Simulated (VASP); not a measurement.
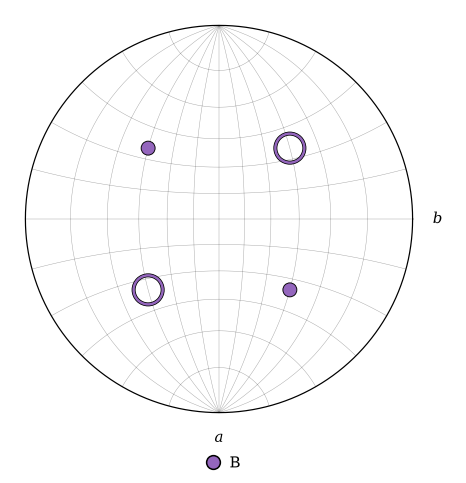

Crystal: BN, coordinates from a relaxation with VASP Kohn-Sham DFT of a periodic cell, vdW-DF2, VASP PAW PBE potentials, recommended (VASP 6.6.1). Directions from one nitrogen atom at (3/4, 1/4, 1/4) to its bonded neighbours, in stereographic projection down c (filled: above the plane of the page or in it, open: below). All values are computed from the atomic coordinates in the standard setting (tolerance 0.002 Å).

Neighbours are counted up to 1.80 Å for B.

```
N B
1.0
     3.65586    0.00000    0.00000
     0.00000    3.65586    0.00000
     0.00000    0.00000    3.65586
N B
4 4
Direct
  0.75000 0.25000 0.25000
  0.75000 0.75000 0.75000
  0.25000 0.25000 0.75000
  0.25000 0.75000 0.25000
  0.50000 0.00000 0.50000
  0.50000 0.50000 0.00000
  0.00000 0.00000 0.00000
  0.00000 0.50000 0.50000
```

How many neighbours are there, and at what angles?

4: 4 B at 1.58 Å. Angles between bonds: 109° (6×).

What is the site's symmetry in the crystal?

Point group -43m (Td), order 24: three −4 axes, four threefold axes, six mirror planes. In F-43m, No. 216 this is Wyckoff position 4d.
